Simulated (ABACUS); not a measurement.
**Hf: band-structure run**

System: Hf (P6₃/mmc, 2 atoms in the cell).
Method: Kohn-Sham DFT of a periodic cell, rPW86PBE, PseudoDojo NC SR 0.4.1 PBE standard, no spin polarisation (ABACUS 3.10.1).

The structure derives from an entry of the Crystallography Open Database. It belongs to a series of runs on one base structure; here: bands on the converged density.

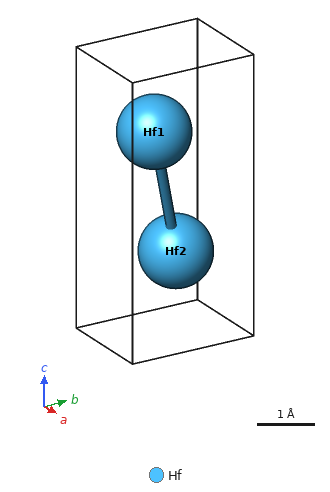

*The input geometry (ball-and-stick view of the cell of the calculation, seen slightly off an axis; atoms are numbered from 1 in the order of the input).*

The input:
```
INPUT_PARAMETERS
suffix              Hf
calculation         nscf
basis_type          pw
pseudo_dir          ./
symmetry            -1
dft_functional      GGA_X_RPW86+GGA_C_PBE
ecutwfc             58.0
pseudo_rcut         10
nspin               1
nbands              22
ks_solver           dav
smearing_method     fd
smearing_sigma      0.00367493
scf_thr             1e-08
scf_nmax            100
mixing_type         broyden
mixing_beta         0.7
init_chg            file
pw_diag_thr         1e-07
out_band            1
kpar                4
```

File STRU:
```
ATOMIC_SPECIES
Hf 178.4900 Hf.upf

LATTICE_CONSTANT
1.8897261246

LATTICE_VECTORS
3.1967000000 0.0000000000 0.0000000000
-1.5983500000 2.7684234083 0.0000000000
0.0000000000 0.0000000000 5.0578000000

ATOMIC_POSITIONS
Direct

Hf
0.0
2
0.6666666667 0.3333333333 0.7500000000 1 1 1
0.3333333333 0.6666666667 0.2500000000 1 1 1
```

File KPT:
```
K_POINTS
12
Line
0.00000000 0.00000000 0.00000000 10 // G
0.50000000 0.00000000 0.00000000 10 // M
0.33333333 0.33333333 0.00000000 10 // K
0.00000000 0.00000000 0.00000000 10 // G
0.00000000 0.00000000 0.50000000 10 // A
0.50000000 0.00000000 0.50000000 10 // L
0.33333333 0.33333333 0.50000000 10 // H
0.00000000 0.00000000 0.50000000 1 // A
0.50000000 0.00000000 0.50000000 10 // L
0.50000000 0.00000000 0.00000000 1 // M
0.33333333 0.33333333 0.00000000 10 // K
0.33333333 0.33333333 0.50000000 1 // H
```

Launch command:
```bash
OMP_NUM_THREADS=1 mpirun -np 4 abacus > log
```

Log:
```
ABACUS v3.10.1

               Atomic-orbital Based Ab-initio Computation at UStc

 ------------------------------------------------------------------------------------

 READING GENERAL INFORMATION
                           global_out_dir = OUT.Hf/
                           global_in_card = INPUT
                               pseudo_dir = ./
                              orbital_dir =
                                    DSIZE = 4
                                    GSIZE = 1

 READING UNITCELL INFORMATION
                                    ntype = 1
                  lattice constant (Bohr) = 1.88973
              lattice constant (Angstrom) = 1

 READING ATOM TYPE 1
                               atom label = Hf
                      L=0, number of zeta = 1
                      L=1, number of zeta = 1
                      L=2, number of zeta = 1
             number of atom for this type = 2

                        TOTAL ATOM NUMBER = 2
DIRECT COORDINATES
    atom                   x                   y                   z     mag                  vx                  vy                  vz
taud_Hf1            0.6666666667        0.3333333333        0.7500000000  0.0000        0.0000000000        0.0000000000        0.0000000000
taud_Hf2            0.3333333333        0.6666666667        0.2500000000  0.0000        0.0000000000        0.0000000000        0.0000000000

                          Volume (Bohr^3) = 302.06
                             Volume (A^3) = 44.7606

 Lattice vectors: (Cartesian coordinate: in unit of a_0)
              +3.1967                  +0                  +0
             -1.59835            +2.76842                  +0
                   +0                  +0             +5.0578
 Reciprocal vectors: (Cartesian coordinate: in unit of 2 pi/a_0)
            +0.312823           +0.180608                  -0
                   -0           +0.361216                  -0
                   +0                  -0           +0.197714
 The esolver type has been set to : ksdft_pw

                PAO radial cut off (Bohr) = 10

 Read in pseudopotential file is Hf.upf
                     pseudopotential type = NC
          exchange-correlation functional = PBE
                 nonlocal core correction = 1
                        valence electrons = 12
                                     lmax = 3
                           number of zeta = 4
                     number of projectors = 8
                           L of projector = 0
                           L of projector = 0
                           L of projector = 1
                           L of projector = 1
                           L of projector = 2
                           L of projector = 2
                           L of projector = 3
                           L of projector = 3
 XC functional updated to : GGA_X_RPW86+GGA_C_PBE
          exchange-correlation functional = GGA_X_RPW86+GGA_C_PBE
     initial pseudo atomic orbital number = 20

 SETUP THE ELECTRONS NUMBER
            electron number of element Hf = 12
      total electron number of element Hf = 24
            AUTOSET number of electrons:  = 24
                           occupied bands = 12
                                   NBANDS = 22
                                   NLOCAL = 18

%%%%%%%%%%%%%%%%%%%%%%%%%%%%%%%%%%%%%%%%%%%%%%%%%%%%%%%%%%%%%%%%%%%%%%%%%%%%%%%%%%%%%%%%%%%%%%%%%%%%%%%%%%
 Warning: the number of valence electrons in pseudopotential > 4 for Hf: [Xe] 4f14 5d2 6s2
 Pseudopotentials with additional electrons can yield (more) accurate outcomes, but may be less efficient.
 If you're confident that your chosen pseudopotential is appropriate, you can safely ignore this warning.
%%%%%%%%%%%%%%%%%%%%%%%%%%%%%%%%%%%%%%%%%%%%%%%%%%%%%%%%%%%%%%%%%%%%%%%%%%%%%%%%%%%%%%%%%%%%%%%%%%%%%%%%%%

 SETUP THE PLANE WAVE BASIS
 energy cutoff for charge/potential (unit:Ry) = 232
            fft grid for charge/potential = [ 30, 30, 48 ]
                        fft grid division = [ 1, 1, 1 ]
        big fft grid for charge/potential = [ 30, 30, 48 ]
                                     nbxx = 43200
                                     nrxx = 43200

 SETUP PLANE WAVES FOR CHARGE/POTENTIAL
                    number of plane waves = 18101
                         number of sticks = 583

 PARALLEL PW FOR CHARGE/POTENTIAL
     PROC   COLUMNS(POT)             PW
        1            583          18101
 --------------- sum -------------------
        1            583          18101
                            number of |g| = 923
                                  max |g| = 20.9799
                                  min |g| = 0

----------- Double Check Mixing Parameters Begin ------------
mixing_type: broyden
mixing_beta: 0.7
mixing_gg0: 1
mixing_gg0_min: 0.1
mixing_ndim: 8
----------- Double Check Mixing Parameters End ------------

 SETUP K-POINTS
                                    nspin = 1
                                   nkstot = 93
K-POINTS DIRECT COORDINATES
 KPOINTS    DIRECT_X    DIRECT_Y    DIRECT_Z  WEIGHT
       1  0.00000000  0.00000000  0.00000000  1.0000
       2  0.05000000  0.00000000  0.00000000  1.0000
       3  0.10000000  0.00000000  0.00000000  1.0000
       4  0.15000000  0.00000000  0.00000000  1.0000
       5  0.20000000  0.00000000  0.00000000  1.0000
       6  0.25000000  0.00000000  0.00000000  1.0000
       7  0.30000000  0.00000000  0.00000000  1.0000
       8  0.35000000  0.00000000  0.00000000  1.0000
       9  0.40000000  0.00000000  0.00000000  1.0000
      10  0.45000000  0.00000000  0.00000000  1.0000
      11  0.50000000  0.00000000  0.00000000  1.0000
      12  0.48333333  0.03333333  0.00000000  1.0000
      13  0.46666667  0.06666667  0.00000000  1.0000
      14  0.45000000  0.10000000  0.00000000  1.0000
      15  0.43333333  0.13333333  0.00000000  1.0000
      16  0.41666666  0.16666666  0.00000000  1.0000
      17  0.40000000  0.20000000  0.00000000  1.0000
      18  0.38333333  0.23333333  0.00000000  1.0000
      19  0.36666666  0.26666666  0.00000000  1.0000
      20  0.35000000  0.30000000  0.00000000  1.0000
      21  0.33333333  0.33333333  0.00000000  1.0000
      22  0.30000000  0.30000000  0.00000000  1.0000
      23  0.26666666  0.26666666  0.00000000  1.0000
      24  0.23333333  0.23333333  0.00000000  1.0000
      25  0.20000000  0.20000000  0.00000000  1.0000
      26  0.16666666  0.16666666  0.00000000  1.0000
      27  0.13333333  0.13333333  0.00000000  1.0000
      28  0.10000000  0.10000000  0.00000000  1.0000
      29  0.06666667  0.06666667  0.00000000  1.0000
      30  0.03333333  0.03333333  0.00000000  1.0000
[... 63 further k points ...]

           k-point number in this process = 24
       minimum distributed K point number = 23

[... K-POINTS CARTESIAN COORDINATES: 24 rows ...]

[... K-POINTS DIRECT COORDINATES: 24 rows ...]

 SETUP PLANE WAVES FOR WAVE FUNCTIONS
     energy cutoff for wavefunc (unit:Ry) = 58
              fft grid for wave functions = [ 30, 30, 48 ]
                    number of plane waves = 2911
                         number of sticks = 163

 PARALLEL PW FOR WAVE FUNCTIONS
     PROC   COLUMNS(POT)             PW
        1            163           2911
 --------------- sum -------------------
        1            163           2911

 SETUP NONLOCAL PSEUDOPOTENTIALS IN PLANE WAVE BASIS
 Hf non-local projectors:
 projector 1 L=0
 projector 2 L=0
 projector 3 L=1
 projector 4 L=1
 projector 5 L=2
 projector 6 L=2
 projector 7 L=3
 projector 8 L=3
      TOTAL NUMBER OF NONLOCAL PROJECTORS = 64

 Init Non-Local PseudoPotential table :
 Init Non-Local-Pseudopotential done.

                                     npwx = 2297

 Make real space PAO into reciprocal space.
       max mesh points in Pseudopotential = 1001
     dq(describe PAO in reciprocal space) = 0.01
                                    max q = 918

 number of pseudo atomic orbitals for Hf is 4
WARNING: norm of atomic wavefunction # 3 of atomic type Hf is 0.999757, renormalized
WARNING: norm of atomic wavefunction # 4 of atomic type Hf is 0.999781, renormalized

 -------------------------------------------
 NONSELF-CONSISTENT
 -------------------------------------------
                                 init_chg = file
 try to read charge from file
 Read in the charge density: OUT.Hf//Hf-CHARGE-DENSITY.restart

 PW ALGORITHM --------------- ION=   1  ELEC=   1--------------------------------
 k(1/93) Iter steps (avg)=16 threshold=1e-07
 k(2/93) Iter steps (avg)=14 threshold=1e-07
 k(3/93) Iter steps (avg)=18 threshold=1e-07
 k(4/93) Iter steps (avg)=19 threshold=1e-07
 k(5/93) Iter steps (avg)=22 threshold=1e-07
 k(6/93) Iter steps (avg)=18 threshold=1e-07
 k(7/93) Iter steps (avg)=13 threshold=1e-07
 k(8/93) Iter steps (avg)=15 threshold=1e-07
 k(9/93) Iter steps (avg)=17 threshold=1e-07
 k(10/93) Iter steps (avg)=13 threshold=1e-07
 k(11/93) Iter steps (avg)=18 threshold=1e-07
 k(12/93) Iter steps (avg)=16 threshold=1e-07
 k(13/93) Iter steps (avg)=12 threshold=1e-07
 k(14/93) Iter steps (avg)=10 threshold=1e-07
 k(15/93) Iter steps (avg)=11 threshold=1e-07
 k(16/93) Iter steps (avg)=10 threshold=1e-07
 k(17/93) Iter steps (avg)=10 threshold=1e-07
 k(18/93) Iter steps (avg)=9 threshold=1e-07
 k(19/93) Iter steps (avg)=9 threshold=1e-07
 k(20/93) Iter steps (avg)=10 threshold=1e-07
 k(21/93) Iter steps (avg)=10 threshold=1e-07
 k(22/93) Iter steps (avg)=9 threshold=1e-07
 k(23/93) Iter steps (avg)=9 threshold=1e-07
 k(24/93) Iter steps (avg)=9 threshold=1e-07
[... levels at 24 k points of this process ...]

 Density error is 0.00000000000
                          Error Threshold = 1.00000000000e-07
----------------------------------------------------------
     Energy           Rydberg                 eV
----------------------------------------------------------
 E_KohnSham     -226.0846272140      -3076.0391603166
 E_KS(sigma->0) -226.0839223298      -3076.0295698743
 E_Harris       -226.0846272140      -3076.0391603166
 E_band         -20.6192070337       -280.5387038995
 E_one_elec     -40.8750466638       -556.1335406432
 E_Hartree      28.4296208649        386.8048357422
 E_xc           -57.4684252000       -781.8980378067
 E_Ewald        -156.1693664466      -2124.7932367243
 E_entropy(-TS) -0.0014097685        -0.0191808846
 E_descf        0.0000000000         0.0000000000
 E_exx          0.0000000000         0.0000000000
 E_Fermi        1.0864250576         14.7815712339
----------------------------------------------------------

 charge density convergence is achieved
 final etot is -3076.0391603 eV
 EFERMI = 14.781571234 eV

 STATE ENERGY(eV) AND OCCUPATIONS    NSPIN == 1
 1/24 kpoint (Cartesian) = 0.0000 0.0000 0.0000 (2297 pws)
       1       -47.3668      0.0215054
       2       -47.2964      0.0215054
       3       -16.4478      0.0215054
       4       -15.7149      0.0215054
       5       -15.7149      0.0215054
       6       -15.5882      0.0215054
       7       -15.5882      0.0215054
       8       -15.5872      0.0215054
       9        7.32636      0.0215054
      10        10.9849      0.0215054
      11        15.3391    3.08829e-07
      12        15.8386    1.41605e-11
      13        15.8386    1.41605e-11
      14        16.1207    5.02783e-14
      15        16.6576    1.09042e-18
      16        16.6576    1.09042e-18
      17        17.2941    3.22603e-24
      18        17.2941    3.22603e-24
      19        19.9686    1.90002e-47
      20        19.9686    1.90002e-47
      21        23.5143    3.02938e-78
      22        25.7422        0.00000

 2/24 kpoint (Cartesian) = 0.015641 0.0090304 0.0000 (2283 pws)
       1       -47.3656      0.0215054
       2       -47.2960      0.0215054
       3       -16.4414      0.0215054
       4       -15.7287      0.0215054
       5       -15.7196      0.0215054
       6       -15.6028      0.0215054
       7       -15.5902      0.0215054
       8       -15.5900      0.0215054
       9        7.40229      0.0215054
      10        11.0605      0.0215054
      11        15.2344    2.50797e-06
      12        15.5984    1.73007e-09
      13        15.9101    3.39316e-12
      14        16.3140    1.05299e-15
      15        16.5744    5.75764e-18
      16        16.7254    2.81071e-19
      17        17.1869    2.75581e-23
      18        17.2194    1.43786e-23
      19        20.0293    5.64316e-48
      20        20.1772    2.92977e-49
      21        23.5417    1.74859e-78
      22        25.9370        0.00000

 3/24 kpoint (Cartesian) = 0.031282 0.018061 0.0000 (2275 pws)
       1       -47.3619      0.0215054
       2       -47.2946      0.0215054
       3       -16.4223      0.0215054
       4       -15.7689      0.0215054
       5       -15.7330      0.0215054
       6       -15.6449      0.0215054
       7       -15.5991      0.0215054
       8       -15.5955      0.0215054
       9        7.62615      0.0215054
      10        11.2792      0.0215054
      11        14.9460    0.000774023
      12        15.2096    4.12164e-06
      13        16.1229    4.80496e-14
      14        16.3256    8.34941e-16
      15        16.6151    2.55351e-18
      16        16.9268    5.00655e-21
      17        16.9443    3.52556e-21
      18        17.0217    7.50255e-22
      19        20.1850    2.50724e-49
      20        20.7053    7.58450e-54
      21        23.5852    7.32436e-79
      22        26.4880        0.00000

 4/24 kpoint (Cartesian) = 0.046923 0.027091 0.0000 (2271 pws)
       1       -47.3561      0.0215054
       2       -47.2925      0.0215054
       3       -16.3915      0.0215054
       4       -15.8315      0.0215054
       5       -15.7533      0.0215054
       6       -15.7092      0.0215054
       7       -15.6139      0.0215054
       8       -15.6045      0.0215054
       9        7.98608      0.0215054
      10        11.6137      0.0215054
      11        14.5382      0.0213411
      12        14.7905     0.00979054
      13        16.0137    4.27243e-13
      14        16.4728    4.39172e-17
      15        16.6688    8.71827e-19
      16        16.7545    1.56943e-19
      17        16.9357    4.18933e-21
      18        17.2557    6.96237e-24
      19        20.3829    4.78702e-51
      20        21.4036    6.52172e-60
      21        23.5654    1.09024e-78
      22        27.2836        0.00000

 5/24 kpoint (Cartesian) = 0.062565 0.036122 0.0000 (2267 pws)
       1       -47.3487      0.0215054
       2       -47.2901      0.0215054
       3       -16.3507      0.0215054
       4       -15.9105      0.0215054
       5       -15.7883      0.0215054
       6       -15.7783      0.0215054
       7       -15.6347      0.0215054
       8       -15.6163      0.0215054
       9        8.46210      0.0215054
      10        12.0035      0.0215054
      11        14.0827      0.0215054
      12        14.4058      0.0214937
      13        15.6961    2.44973e-10
      14        16.4021    1.80509e-16
      15        16.4649    5.14052e-17
      16        16.9520    3.02413e-21
      17        17.3201    1.91768e-24
      18        17.7010    9.42773e-28
      19        20.5792    9.43138e-53
      20        22.1779    1.22763e-66
      21        23.4310    1.60316e-77
      22        27.8445        0.00000

 6/24 kpoint (Cartesian) = 0.078206 0.045152 0.0000 (2261 pws)
       1       -47.3401      0.0215054
       2       -47.2877      0.0215054
       3       -16.3017      0.0215054
       4       -15.9980      0.0215054
       5       -15.8735      0.0215054
       6       -15.8052      0.0215054
       7       -15.6612      0.0215054
       8       -15.6300      0.0215054
       9        9.02530      0.0215054
      10        12.3285      0.0215054
      11        13.6349      0.0215054
      12        14.1342      0.0215053
      13        15.4709    2.21437e-08
      14        16.1593    2.32228e-14
      15        16.1851    1.38446e-14
      16        17.5485    1.99382e-26
      17        17.7815    1.88475e-28
      18        18.2453    1.76740e-32
      19        20.7488    3.17668e-54
      20        22.9694    1.63518e-73
      21        23.1919    1.91051e-75
      22        27.1687        0.00000

[... levels at 18 further k points ...]

 --------------------------------------------
 !FINAL_ETOT_IS -3076.039160316632 eV
 --------------------------------------------

 Output bands in file: OUT.Hf/BANDS_1.dat
```

Standard output:
```
ABACUS v3.10.1

               Atomic-orbital Based Ab-initio Computation at UStc

 dft_functional readin is: GGA_X_RPW86+GGA_C_PBE
 dft_functional in pseudopot file is: PBE
 Please make sure this is what you need

%%%%%%%%%%%%%%%%%%%%%%%%%%%%%%%%%%%%%%%%%%%%%%%%%%%%%%%%%%%%%%%%%%%%%%%%%%%%%%%%%%%%%%%%%%%%%%%%%%%%%%%%%
 Warning: the number of valence electrons in pseudopotential > 4 for Hf: [Xe] 4f14 5d2 6s2
 Pseudopotentials with additional electrons can yield (more) accurate outcomes, but may be less efficient.
 If you're confident that your chosen pseudopotential is appropriate, you can safely ignore this warning.
%%%%%%%%%%%%%%%%%%%%%%%%%%%%%%%%%%%%%%%%%%%%%%%%%%%%%%%%%%%%%%%%%%%%%%%%%%%%%%%%%%%%%%%%%%%%%%%%%%%%%%%%%

 UNIFORM GRID DIM        : 30 * 30 * 48
 UNIFORM GRID DIM(BIG)   : 30 * 30 * 48
func,idGGA_X_RPW86 144
func,idGGA_C_PBE 130
 ---------------------------------------------------------
 ---------------------------------------------------------
 SPIN    KPOINTS         PROCESSORS  THREADS
 1       93              4           4
 ---------------------------------------------------------
 Use plane wave basis
 ---------------------------------------------------------
 ELEMENT NATOM       XC
 Hf      2
 ---------------------------------------------------------
 Initial plane wave basis and FFT box
 ---------------------------------------------------------
 -------------------------------------------
 NONSELF-CONSISTENT :
 -------------------------------------------
 START CHARGE      : file
 ITER       ETOT/eV          EDIFF/eV         DRHO     TIME/s
 DA1     -3.07603916e+03   0.00000000e+00   0.0000e+00   4.92
```

Key numbers:

```tsv
quantity	value
outcome	converged
space group (tolerance 0.01 Å)	P6₃/mmc (194)
electrons treated	24
Fermi energy of the self-consistent step	14.732 eV
hardware	4 threads of Intel Xeon (Sapphire Rapids), 16 GiB of memory available, shared host
wall time	5.4 s (CPU time 21 s)
peak memory	0.36 GiB
```

Spin–orbit coupling is left out, which matters for Hf.
